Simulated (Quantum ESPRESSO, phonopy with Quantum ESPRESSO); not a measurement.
# Grüneisen parameters and expansion of GaP (F-43m), part 6 of 8

Aim: how the vibrations of GaP shift with volume, and the expansion that follows.

What experiment has found for this phase:
- volume expansion coefficient 15.9 1e-6/K, heat capacity C_P per formula unit 44.2 J/mol/K and bulk modulus 88.7 GPa near room temperature (given in “High-Throughput Prediction of Finite-Temperature Properties using the Quasi-Harmonic Approximation”, 2016, arXiv:1603.06924)

Quantum ESPRESSO 7.5; DFT LDA, scalar-relativistic, plane waves, GBRV ultrasoft pseudopotentials.

So far. Step 5 (Born charges and dielectric tensor): The Born charges sum to zero within 0.13 e; the rest is removed before use. Acoustic frequencies in this log differ from zero by the error of the sum rule, which ph.x does not impose. Step 7 (Forces on a displaced cell): At this level the gap is 1.42 eV on the k-mesh of the self-consistent run, which can miss the band edges.

## (8) Lattice dynamics at this volume, V/V0 1

This step: DFT LDA, scalar-relativistic, plane waves, GBRV ultrasoft pseudopotentials (phonopy with Quantum ESPRESSO 4.10.0 / 7.5).

Elapsed: 2.3 min, on 4 threads of Intel Xeon Platinum 8375C at 2.90GHz (Ice Lake), shared host.

This step gave:

```
point group                              : -43m
highest frequency                        : 394.9 cm⁻¹
Debye temperature from the second moment : 518 K
lowest frequency on the path             : 0 cm⁻¹
zero-point energy                        : 0.09294 eV/cell
Γ frequencies                            : 0, 0, 0, 365.3, 365.3, 365.3 cm⁻¹ (negative: imaginary)
```

Phonopy, LO-TO term from ph.x's tensors. The phonon branches at the labelled points (cm⁻¹):

| point | branch 1 | branch 2 | branch 3 | branch 4 | branch 5 | branch 6 |
| --- | --- | --- | --- | --- | --- | --- |
| Γ | 0 | 0 | 0 | 365 | 365 | 395 |
| X | 101 | 101 | 252 | 361 | 361 | 367 |
| U | 96 | 151 | 229 | 350 | 361 | 376 |
| jump to K | 96 | 151 | 229 | 350 | 361 | 376 |
| Γ | 0 | 0 | 0 | 365 | 365 | 395 |
| L | 78 | 78 | 234 | 362 | 362 | 371 |
| W | 121 | 151 | 222 | 346 | 364 | 375 |
| X | 101 | 101 | 252 | 361 | 361 | 367 |

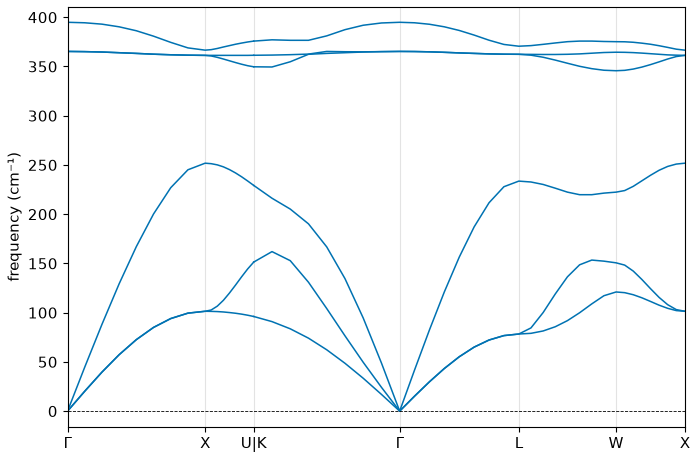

Phonon branches along the path.

Harmonic. Thermo, by row:

| T (K) | F_vib (meV/atom) | S (J/mol-atom/K) | C_V (J/mol-atom/K) |
| --- | --- | --- | --- |
| 0 | 46.47 | 0 | 0 |
| 50 | 46.07 | 2.562 | 5.02 |
| 100 | 43.38 | 7.912 | 10.93 |
| 150 | 37.87 | 13.28 | 15.6 |
| 200 | 29.69 | 18.22 | 18.63 |
| 250 | 19.09 | 22.6 | 20.5 |
| 300 | 6.36 | 26.45 | 21.69 |
| 350 | -8.25 | 29.85 | 22.47 |
| 400 | -24.52 | 32.89 | 23 |
| 450 | -42.28 | 35.62 | 23.39 |
| 500 | -61.4 | 38.1 | 23.67 |
| 550 | -81.74 | 40.37 | 23.88 |
| 600 | -103.2 | 42.45 | 24.04 |
| 650 | -125.7 | 44.38 | 24.17 |
| 700 | -149.2 | 46.18 | 24.27 |
| 750 | -173.6 | 47.86 | 24.36 |
| 800 | -198.8 | 49.43 | 24.43 |
| 850 | -224.8 | 50.91 | 24.48 |
| 900 | -251.5 | 52.31 | 24.53 |
| 950 | -279 | 53.64 | 24.57 |
| 1000 | -307.1 | 54.9 | 24.61 |

The modes has structure finer than the step of the table below, so its rows give means over 25 cm⁻¹, whole bins alone (the curve runs from -10 to 416 cm⁻¹). Peaks (cm⁻¹: height): Ga 94.6: 0.0260, 220.6: 0.0314, 362.7: 0.0472, 376.2: 0.0142; P 362.7: 0.143, 376.2: 0.0750.

Phonopy on the run's constants, 19x19x19 mesh, Gaussian sigma 3.0 cm⁻¹. Table of modes by wavenumber; means over each step; values in 1/cm⁻¹/cell:

| wavenumber (cm⁻¹) | Ga | P |
| --- | --- | --- |
| 25 | 9.5e-4 | 4.1e-4 |
| 50 | 0.00432 | 0.00175 |
| 75 | 0.0164 | 0.00589 |
| 100 | 0.0215 | 0.00655 |
| 125 | 0.0109 | 0.00311 |
| 150 | 0.0101 | 0.00273 |
| 175 | 0.00333 | 8.1e-4 |
| 200 | 0.00805 | 0.00114 |
| 225 | 0.0192 | 9.5e-4 |
| 250 | 0.00184 | 4.3e-5 |
| 275 | 0 | 0 |
| 300 | 0 | 0 |
| 325 | 0 | 5.3e-6 |
| 350 | 0.00830 | 0.0388 |
| 375 | 0.0142 | 0.0551 |
| 400 | 8.3e-4 | 0.00241 |

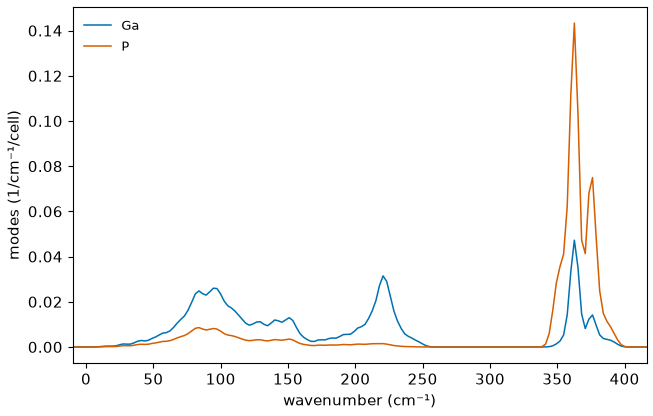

Modes, plotted against wavenumber.

No LO-TO term. Modes at Γ, with each element's share of the kinetic energy:

| mode | frequency (cm⁻¹) | symmetry | Ga % | P % |
| --- | --- | --- | --- | --- |
| 1 | 0.0 | T2 | 69 | 31 |
| 2 | 0.0 | T2 | 69 | 31 |
| 3 | 0.0 | T2 | 69 | 31 |
| 4 | 365.3 | T2 | 31 | 69 |
| 5 | 365.3 | T2 | 31 | 69 |
| 6 | 365.3 | T2 | 31 | 69 |

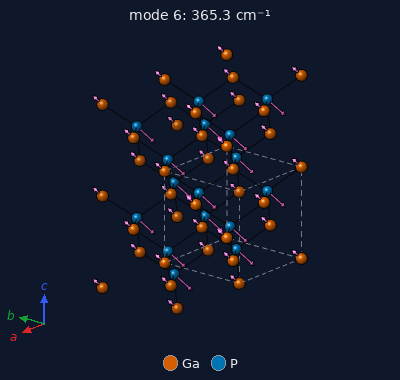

Displacement patterns of mode 6 at Γ; arrows are exaggerated. Bonds to atoms that aren't drawn are left out. 2×1×2 conventional cells are drawn. Some periodic images of atoms are drawn too.

No mode is imaginary beyond numerical noise along the path.

The time given is that of the 2 pw.x runs on displaced cells behind this step.

## (9) Ground state at this cell, V/V0 1.015

A tight ground state at this cell gives the energy of this member; its pressure is the stress at this cutoff, which can carry an offset from the finite basis.

This step: DFT LDA, scalar-relativistic, plane waves, GBRV ultrasoft pseudopotentials (Quantum ESPRESSO 7.5).

System of this step: GaP. The structure is cubic, space group F-43m (No. 216). The conventional cell has a = 5.419 Å, b = 5.419 Å, c = 5.419 Å, α = 90.00°, β = 90.00°, γ = 90.00°. Nearest to Ga lie 4 P at 2.35 Å. Nearest to P lie 4 Ga at 2.35 Å. Farther neighbours are not listed.

scf.in reads:

```
 &control
    calculation='scf',
    prefix='x',
    outdir='./tmp',
    pseudo_dir='./pseudo',
    tprnfor=.true.,
    tstress=.true.,
 /
 &system
    ibrav=0,
    nat=2,
    ntyp=2,
    ecutwfc=34.0,
    ecutrho=204.0,
    occupations='fixed',
    nbnd=14,
 /
 &electrons
    conv_thr=1.0d-12,
    mixing_beta=0.7,
    electron_maxstep=100,
 /
ATOMIC_SPECIES
 Ga     69.7230  Ga.upf
 P      30.9738  P.upf
CELL_PARAMETERS angstrom
     0.000000000    2.709706816    2.709706816
     2.709706816    0.000000000    2.709706816
     2.709706816    2.709706816    0.000000000
ATOMIC_POSITIONS crystal
 Ga     0.000000000   0.000000000   0.000000000
 P      0.250000000   0.250000000   0.250000000
K_POINTS automatic
 8 8 8 0 0 0
```

The run is started by

```console
$ OMP_NUM_THREADS=1 mpirun -n 4 pw.x -nk 4 -in scf.in > scf.out
```

Output:

```text
[banner, memory and clock lines left out]
Program PWSCF v.7.5

     Message from routine setup:
     using ibrav=0 with symmetry is DISCOURAGED, use correct ibrav instead

     G-vector sticks info

     bravais-lattice index     =            0
     lattice parameter (alat)  =       7.2416  a.u.
     unit-cell volume          =     268.5304 (a.u.)^3
     number of atoms/cell      =            2
     number of atomic types    =            2
     number of electrons       =        24.00
[...]
atom    2 type  2   force =    -0.00000000   -0.00000000    0.00000000

     Total force =     0.000000     Total SCF correction =     0.000000

     Computing stress (Cartesian axis) and pressure

          total   stress  (Ry/bohr**3)                   (kbar)     P=      -13.51
[...]
-0.00000000  -0.00009186   0.00000000           -0.00      -13.51        0.00
   0.00000000   0.00000000  -0.00009186            0.00        0.00      -13.51

     XML data file, charge density, pseudopotentials, collected wavefunctions
[key lines of the parts left out:]
!    total energy              =    -430.59217617 Ry
convergence has been achieved in  17 iterations
```

Elapsed: 5 s, on 4 MPI ranks; 19 s of CPU time.

At this level the gap is 1.46 eV on the k-mesh of the self-consistent run, which can miss the band edges.

## (10) Born charges and dielectric tensor

In a polar crystal the Born charges and ε∞ give the long-range dipole term that a finite supercell misses. They are those of this k-mesh and were not tested on a denser one; where the gap is small they converge slowly, and the LO modes with them.

ph.in reads:

```
phonons
 &inputph
    prefix='x',
    outdir='./tmp',
    fildyn='x.dyn',
    tr2_ph=1.0d-18,
    epsil=.true.,
 /
0.000000000 0.000000000 0.000000000
```

scf.in is that of step 9.

The run is started by

```console
$ OMP_NUM_THREADS=1 mpirun -n 4 ph.x -nk 4 -in ph.in > ph.out
```

Output:

```text
[banner, memory and clock lines left out]
Program PHONON v.7.5

     ./tmp/x.save/

     IMPORTANT: XC functional enforced from input :
     Exchange-correlation= PZ
                           (   1   1   0   0   0   0   0)
     Any further DFT definition will be discarded
     Please, verify this is what you really want

     G-vector sticks info

     Check: negative core charge=   -0.000001
     Reading collected, re-writing distributed wavefunctions in ./tmp/

     Number and degeneracy of irreps per q-point
       N         xq(1)         xq(2)         xq(3)   N irreps
[...]
freq (    1) =      -0.138790 [THz] =      -4.629533 [cm-1]
     freq (    2) =      -0.138790 [THz] =      -4.629533 [cm-1]
     freq (    3) =      -0.138790 [THz] =      -4.629533 [cm-1]
     freq (    4) =      10.737247 [THz] =     358.156023 [cm-1]
     freq (    5) =      10.737247 [THz] =     358.156023 [cm-1]
     freq (    6) =      10.737247 [THz] =     358.156023 [cm-1]
 **************************************************************************

     Mode symmetry, T_d (-43m)  point group:

     freq (   1-   3) =         -4.6  [cm-1]   --> T_2  G_15 P_4   I+R
     freq (   4-   6) =        358.2  [cm-1]   --> T_2  G_15 P_4   I+R
```

The job ended after 70 s (4 MPI ranks).

ε∞:

```
11.79  0.00  0.00
 0.00 11.79  0.00
 0.00  0.00 11.79
```

The Born charges sum to zero within 0.13 e; the rest is removed before use. Acoustic frequencies in this log differ from zero by the error of the sum rule, which ph.x does not impose.

## (11) A displaced supercell

One atom (for the harmonic constants) or a pair of atoms (for the cubic ones) is moved by a few hundredths of an ångström; the forces on all atoms give a column of force constants. The threshold is tight because the forces are small.

System of this step: GaP. The structure is monoclinic, space group Cm (No. 8). The conventional cell has a = 13.275 Å, b = 7.664 Å, c = 7.664 Å, α = 90.00°, β = 125.26°, γ = 90.00°. Nearest to Ga lie 4 P at 2.33 to 2.36 Å. Ga has 4 P at 2.35 Å nearest. Nearest to Ga lie 4 P at 2.35 Å. Nearest to Ga lie 4 P at 2.35 Å. Farther neighbours are not listed.

disp-00001.in reads:

```
 &control
    calculation='scf',
    prefix='x',
    outdir='./tmp',
    pseudo_dir='./pseudo',
    tprnfor=.true.,
    disk_io='none',
 /
 &system
    ibrav=0,
    nat=16,
    ntyp=2,
    ecutwfc=34.0,
    ecutrho=204.0,
    occupations='fixed',
    nbnd=98,
 /
 &electrons
    conv_thr=1.0d-11,
    mixing_beta=0.7,
    electron_maxstep=100,
 /
ATOMIC_SPECIES
 Ga     69.7230  Ga.upf
 P      30.9738  P.upf
CELL_PARAMETERS angstrom
     0.000000000    5.419413632    5.419413632
     5.419413632    0.000000000    5.419413632
     5.419413632    5.419413632    0.000000000
ATOMIC_POSITIONS crystal
 Ga     0.002609532   0.000000000   0.000000000
 Ga     0.500000000   0.000000000   0.000000000
 Ga     0.000000000   0.500000000   0.000000000
 Ga     0.500000000   0.500000000   0.000000000
 Ga     0.000000000   0.000000000   0.500000000
 Ga     0.500000000   0.000000000   0.500000000
 Ga     0.000000000   0.500000000   0.500000000
 Ga     0.500000000   0.500000000   0.500000000
 P      0.125000000   0.125000000   0.125000000
 P      0.625000000   0.125000000   0.125000000
 P      0.125000000   0.625000000   0.125000000
 P      0.625000000   0.625000000   0.125000000
 P      0.125000000   0.125000000   0.625000000
 P      0.625000000   0.125000000   0.625000000
 P      0.125000000   0.625000000   0.625000000
 P      0.625000000   0.625000000   0.625000000
K_POINTS automatic
 3 3 3 0 0 0
```

The run is started by

```console
$ OMP_NUM_THREADS=1 mpirun -n 2 pw.x -nk 2 -in disp-00001.in > disp-00001.out
```

Output:

```text
[banner, memory and clock lines left out]
Program PWSCF v.7.5

     Message from routine setup:
     using ibrav=0 with symmetry is DISCOURAGED, use correct ibrav instead

     G-vector sticks info

     bravais-lattice index     =            0
     lattice parameter (alat)  =      14.4833  a.u.
     unit-cell volume          =    2148.2434 (a.u.)^3
     number of atoms/cell      =           16
     number of atomic types    =            2
     number of electrons       =       192.00
[...]
atom    1 type  1   force =    -0.00023019   -0.00602762   -0.00602762
     atom    2 type  1   force =     0.00000625    0.00077522    0.00077522
     atom    3 type  1   force =     0.00038656   -0.00059208    0.00038865
[...]
atom   15 type  2   force =    -0.00010184   -0.00000162   -0.00000162
     atom   16 type  2   force =     0.00010106   -0.00000107   -0.00000107

     Total force =     0.010503     Total SCF correction =     0.000006
     Message from routine punch:
     Nothing written, as per user request (disk_io='none')
[key lines of the parts left out:]
!    total energy              =   -3444.72811264 Ry
convergence has been achieved in  17 iterations
```

Wall time 2.5 min (2 MPI ranks); 4.9 min of CPU time.

## (12) Phonons, V/V0 1.015

This step: DFT LDA, scalar-relativistic, plane waves, GBRV ultrasoft pseudopotentials (phonopy with Quantum ESPRESSO 4.10.0 / 7.5).

Wall time 2.5 min (4 threads); 9.9 min of CPU time.

Phonopy, LO-TO term from ph.x's tensors. The phonon branches at the labelled points (cm⁻¹):

| point | branch 1 | branch 2 | branch 3 | branch 4 | branch 5 | branch 6 |
| --- | --- | --- | --- | --- | --- | --- |
| Γ | 0 | 0 | 0 | 359 | 359 | 389 |
| X | 103 | 103 | 248 | 353 | 353 | 360 |
| U | 98 | 152 | 225 | 343 | 354 | 368 |
| jump to K | 98 | 152 | 225 | 343 | 354 | 368 |
| Γ | 0 | 0 | 0 | 359 | 359 | 389 |
| L | 80 | 80 | 230 | 355 | 355 | 364 |
| W | 121 | 152 | 218 | 340 | 356 | 367 |
| X | 103 | 103 | 248 | 353 | 353 | 360 |

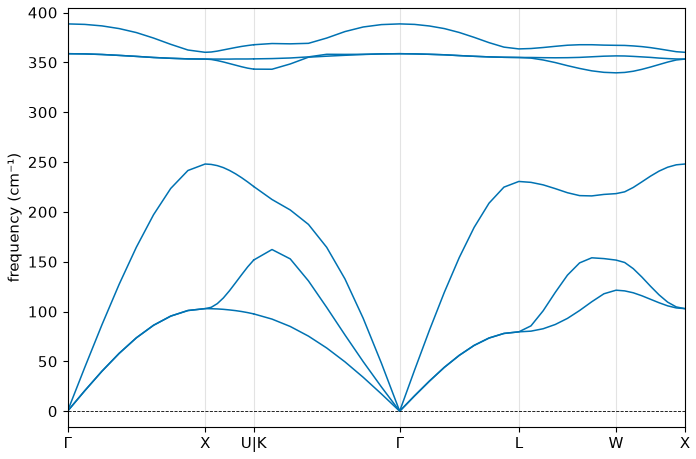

Phonon branches along the path.

No mode is imaginary beyond numerical noise along the path. The highest zone-centre mode (no LO–TO term) moved by -1.8 % for a volume change of +1.5 %.

The time given is that of the 2 pw.x runs on displaced cells behind this step.

## (13) Self-consistent run, V/V0 0.985

A tight ground state at this cell gives the energy of this member; its pressure is the stress at this cutoff, which can carry an offset from the finite basis.

This step: DFT LDA, scalar-relativistic, plane waves, GBRV ultrasoft pseudopotentials (Quantum ESPRESSO 7.5).

System of this step: GaP. The structure is cubic, space group F-43m (No. 216). The conventional cell has a = 5.365 Å, b = 5.365 Å, c = 5.365 Å, α = 90.00°, β = 90.00°, γ = 90.00°. Nearest to Ga lie 4 P at 2.32 Å. Nearest to P lie 4 Ga at 2.32 Å. Farther neighbours are not listed.

Edit scf.in of step 10 so:

```diff
@@ -26,5 +26,5 @@
 CELL_PARAMETERS angstrom
-     0.000000000    2.709706816    2.709706816
-     2.709706816    0.000000000    2.709706816
-     2.709706816    2.709706816    0.000000000
+     0.000000000    2.682742770    2.682742770
+     2.682742770    0.000000000    2.682742770
+     2.682742770    2.682742770    0.000000000
 ATOMIC_POSITIONS crystal
```

The run is started by

```console
$ OMP_NUM_THREADS=1 mpirun -n 4 pw.x -nk 4 -in scf.in > scf.out
```

Output:

```text
[banner, memory and clock lines left out]
Program PWSCF v.7.5

     Message from routine setup:
     using ibrav=0 with symmetry is DISCOURAGED, use correct ibrav instead

     G-vector sticks info

     bravais-lattice index     =            0
     lattice parameter (alat)  =       7.1696  a.u.
     unit-cell volume          =     260.5936 (a.u.)^3
     number of atoms/cell      =            2
     number of atomic types    =            2
     number of electrons       =        24.00
[...]
atom    2 type  2   force =     0.00000000    0.00000000   -0.00000000

     Total force =     0.000000     Total SCF correction =     0.000000

     Computing stress (Cartesian axis) and pressure

          total   stress  (Ry/bohr**3)                   (kbar)     P=       13.47
[...]
0.00000000   0.00009157   0.00000000            0.00       13.47        0.00
   0.00000000   0.00000000   0.00009157            0.00        0.00       13.47

     XML data file, charge density, pseudopotentials, collected wavefunctions
[key lines of the parts left out:]
!    total energy              =    -430.59213361 Ry
convergence has been achieved in  18 iterations
```

Wall time 5.6 s (4 MPI ranks); 21 s of CPU time.

The run ends at a pressure of 1.35 GPa.

## (14) Born charges and dielectric tensor

In a polar crystal the Born charges and ε∞ give the long-range dipole term that a finite supercell misses. They are those of this k-mesh and were not tested on a denser one; where the gap is small they converge slowly, and the LO modes with them.

ph.in is that of step 10.

scf.in is that of step 13.

The run is started by

```console
$ OMP_NUM_THREADS=1 mpirun -n 4 ph.x -nk 4 -in ph.in > ph.out
```

Output:

```text
[banner, memory and clock lines left out]
Program PHONON v.7.5

     ./tmp/x.save/

     IMPORTANT: XC functional enforced from input :
     Exchange-correlation= PZ
                           (   1   1   0   0   0   0   0)
     Any further DFT definition will be discarded
     Please, verify this is what you really want

     G-vector sticks info

     Check: negative core charge=   -0.000001
     Reading collected, re-writing distributed wavefunctions in ./tmp/

     Number and degeneracy of irreps per q-point
       N         xq(1)         xq(2)         xq(3)   N irreps
[...]
freq (    1) =      -0.127018 [THz] =      -4.236867 [cm-1]
     freq (    2) =      -0.127018 [THz] =      -4.236867 [cm-1]
     freq (    3) =      -0.127018 [THz] =      -4.236867 [cm-1]
     freq (    4) =      11.137597 [THz] =     371.510231 [cm-1]
     freq (    5) =      11.137597 [THz] =     371.510231 [cm-1]
     freq (    6) =      11.137597 [THz] =     371.510231 [cm-1]
 **************************************************************************

     Mode symmetry, T_d (-43m)  point group:

     freq (   1-   3) =         -4.2  [cm-1]   --> T_2  G_15 P_4   I+R
     freq (   4-   6) =        371.5  [cm-1]   --> T_2  G_15 P_4   I+R
```

Elapsed: 74 s, on 4 MPI ranks.

ε∞:

```
11.42  0.00  0.00
 0.00 11.42  0.00
 0.00  0.00 11.42
```

The Born charges sum to zero within 0.12 e; the rest is removed before use. Acoustic frequencies in this log differ from zero by the error of the sum rule, which ph.x does not impose.

## (15) A displaced supercell

One atom (for the harmonic constants) or a pair of atoms (for the cubic ones) is moved by a few hundredths of an ångström; the forces on all atoms give a column of force constants. The threshold is tight because the forces are small.

System of this step: GaP. Symmetry: Cm, No. 8, monoclinic system. Conventional cell: a = 13.143 Å, b = 7.588 Å, c = 7.588 Å, α = 90.00°, β = 125.26°, γ = 90.00°. Nearest to Ga lie 4 P at 2.31 to 2.34 Å. Nearest to Ga lie 4 P at 2.32 Å. Ga has 4 P at 2.32 Å nearest. Ga has 4 P at 2.32 Å nearest. Farther neighbours are not listed.

Edit disp-00001.in of step 11 so:

```diff
@@ -26,7 +26,7 @@
 CELL_PARAMETERS angstrom
-     0.000000000    5.419413632    5.419413632
-     5.419413632    0.000000000    5.419413632
-     5.419413632    5.419413632    0.000000000
+     0.000000000    5.365485541    5.365485541
+     5.365485541    0.000000000    5.365485541
+     5.365485541    5.365485541    0.000000000
 ATOMIC_POSITIONS crystal
- Ga     0.002609532   0.000000000   0.000000000
+ Ga     0.002635761   0.000000000   0.000000000
  Ga     0.500000000   0.000000000   0.000000000
```

The run is started by

```console
$ OMP_NUM_THREADS=1 mpirun -n 2 pw.x -nk 2 -in disp-00001.in > disp-00001.out
```

Output:

```text
[banner, memory and clock lines left out]
Program PWSCF v.7.5

     Message from routine setup:
     using ibrav=0 with symmetry is DISCOURAGED, use correct ibrav instead

     G-vector sticks info

     bravais-lattice index     =            0
     lattice parameter (alat)  =      14.3391  a.u.
     unit-cell volume          =    2084.7486 (a.u.)^3
     number of atoms/cell      =           16
     number of atomic types    =            2
     number of electrons       =       192.00
[...]
atom    1 type  1   force =    -0.00025243   -0.00651037   -0.00651037
     atom    2 type  1   force =     0.00000432    0.00080084    0.00080084
     atom    3 type  1   force =     0.00039879   -0.00059258    0.00040224
[...]
atom   15 type  2   force =    -0.00010371   -0.00000320   -0.00000320
     atom   16 type  2   force =     0.00010282   -0.00000257   -0.00000257

     Total force =     0.011413     Total SCF correction =     0.000014
     Message from routine punch:
     Nothing written, as per user request (disk_io='none')
[key lines of the parts left out:]
!    total energy              =   -3444.72761725 Ry
convergence has been achieved in  16 iterations
```

The job ended after 2.6 min (2 MPI ranks; 5.1 min of CPU time).

## (16) Phonons, V/V0 0.985

This step: DFT LDA, scalar-relativistic, plane waves, GBRV ultrasoft pseudopotentials (phonopy with Quantum ESPRESSO 4.10.0 / 7.5).

Elapsed: 2.6 min, on 4 threads; 10 min of CPU time.

No mode is imaginary beyond numerical noise along the path. The highest zone-centre mode (no LO–TO term) moved by +1.9 % for a volume change of -1.5 %.

The time given is that of the 2 pw.x runs on displaced cells behind this step.

(Part 6 of 8 ends here.)

[Logs are printed without paths, hosts, clocks, repeated set-up lines and the standing remarks that a program may print on its own settings, such as how far it seeks lower states.]

[Hosts, paths, dates, database ids (printed as entryN), source tags and the programs' standing remarks are cut or masked in the printed files.]

[A step with changed settings may run another functional than the one named; its input shows which.]

[Of the runs on displaced cells, only some may be shown.]
